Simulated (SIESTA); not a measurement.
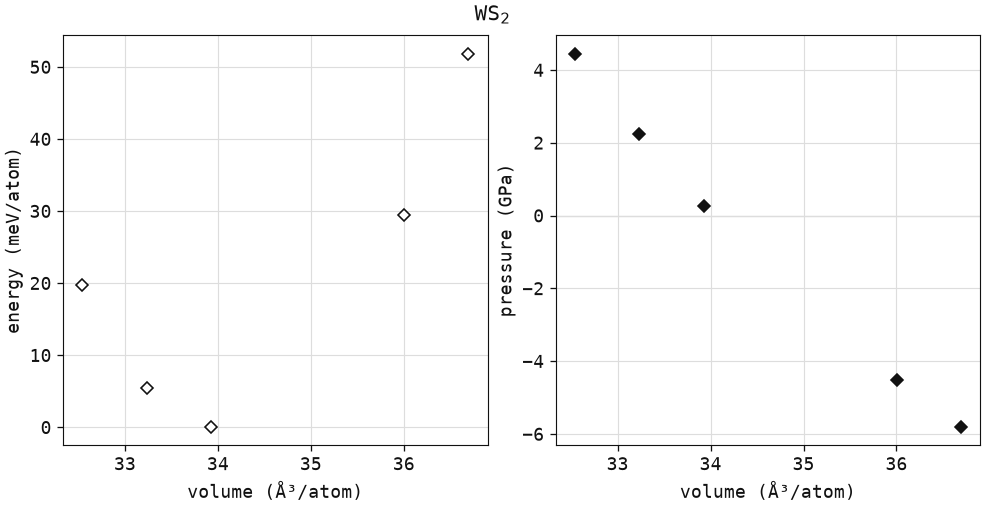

Plotted: energy and pressure against volume for WS₂, space group P-3m1 (No. 164).

Structure:
```xyz
6
Lattice="3.1832 0.0000 0.0000 -1.5916 2.7567 0.0000 0.0000 0.0000 23.6688" Properties=species:S:1:pos:R:3 pbc="T T T"
W     1.5916    0.9189    8.5842
W     0.0000    1.8378   15.0845
S     1.5916    0.9189   16.6435
S     0.0000    1.8378   10.1434
S     1.5916    0.9189   13.5253
S     0.0000    1.8378    7.0253
```

Method: DFT in numerical atomic orbitals with pseudopotentials, no spin polarisation; energies at scaled volumes of the given cell, shape and fractions fixed, counted from the fit's minimum, third-order Birch-Murnaghan fit (SIESTA 5.4.2). Level: LDA.

```csv
setting,value
k mesh,8×8×2
occupations,Fermi–Dirac
smearing width,0.05 eV
potentials,"PseudoDojo 0.4 standard, converted to PSML, two zetas on semicore shells"
program settings,"basis DZP, mesh cutoff 800 Ry"
```

The points at volume 34.62 Å³/atom and 35.31 Å³/atom are left out of the plot. What values does the calculation give there?

```
volume (Å³/atom)  energy (meV/atom)  pressure (GPa)
           34.62               2.85           -1.51
           35.31              12.90           -3.10
```

Limits of the calculation: mulliken charges of long orbitals; short basis over semicore shells; shape and atomic fractions are frozen while scaling, which makes layered, chain and framework solids too stiff.
